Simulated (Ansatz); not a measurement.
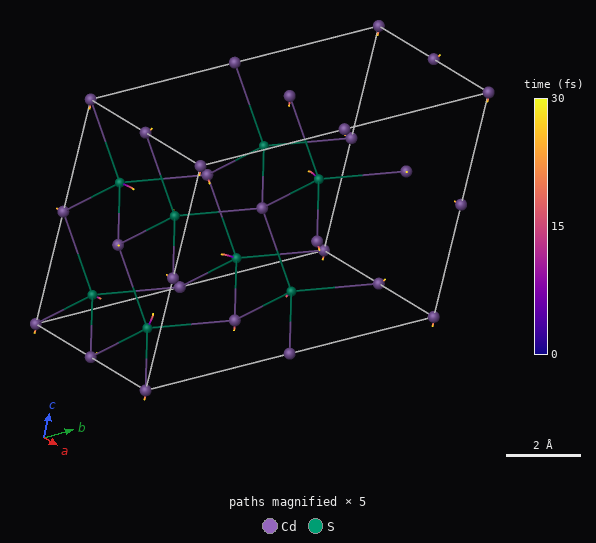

First-principles dynamics of a 16-atom cell of CdS (built on the measured structure type), 30 fs long. Lines trace each atom's path, coloured by time; spheres stand at the starting positions. The excursions are magnified 5 times. Seen slightly off an axis in the reduced simulation cell.

Theory: Ansatz, DFT, r2SCAN, plane waves, PAW. Settings: plane-wave cutoff 500 eV; k-point mesh 2 × 2 × 2; Fermi-Dirac smearing 0.02 eV; Nosé-Hoover thermostat (NVT); set temperature 200 K; time step 1.5 fs.

Question: What do the traces tell about the motion?

Answer: In the second half of the run the atoms are, in the root-mean-square, this far from where they began (common drift taken out): S 0.08 Å, Cd 0.04 Å. The run lasts only 30 fs, too short to tell vibration from diffusion. Over the second half the temperature averages 86 K (spread ±24 K). That is still far from the set 200 K: the thermostat hasn't settled it within this run. The temperature is still falling (161 K in the second quarter, 64 K in the last), so the run isn't equilibrated. The potential energy is still drifting at the end, so the run hasn't reached equilibrium. The potential energy in the second half lies on average 13.9 meV per atom above the first frame. The conserved quantity stays between 0 and 0.025 meV per atom of its start. A straight-line fit has a slope that amounts to +0.03 meV per atom over 30 fs (0.2 % of the mean kinetic energy), its mean offset in the second half is 0.1 %, and the ripple about the line is under 0.1 % of the kinetic energy's fluctuation. With a drift under 2 % and a ripple under 7 %, the integration is accurate.

The run took 3.3 min on 4 threads of Arm Neoverse V2, with other jobs on the host, peak memory 2.6 GiB.
